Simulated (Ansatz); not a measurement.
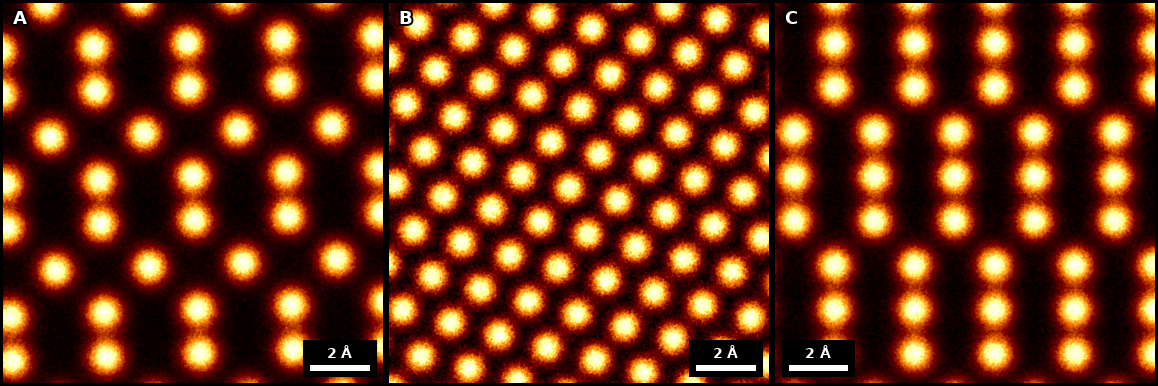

Three views of Sn (P6/mmm, No. 191) along different zone axes. Simulated incoherent Z contrast: every atom adds Z^1.7 spread by a probe of 0.94 Å full width; channelling and multiple scattering are left out. The probe carries 25 % of its weight in a tail 2.5 times as wide. Shot noise was added. Atomic positions: the end point of a relaxation with DFT, LDA (PW92), plane waves (420 eV) with PAW, scalar-relativistic (Ansatz 0.2.0); the starting structure was generated, so it need not be a known form of this composition.

```
Sn
1.0
     5.26564    0.00000    0.00000
    -2.63282    4.56018    0.00000
     0.00000    0.00000    3.20636
Sn
3
Cartesian
  0.0000 0.0000 0.0000
  0.0000 3.0401 1.6032
  2.6328 1.5201 1.6032
```

Match the panels to the zone axes [100], [101] and [201].

Answer. A is [100]: projected cell 3.21 × 4.56 Å, 90°, plane group p2mm. B is [201]: projected cell 1.53 × 1.70 Å, 117°, plane group c2mm. C is [101]: projected cell 2.74 × 4.76 Å, 107°, plane group c2mm.
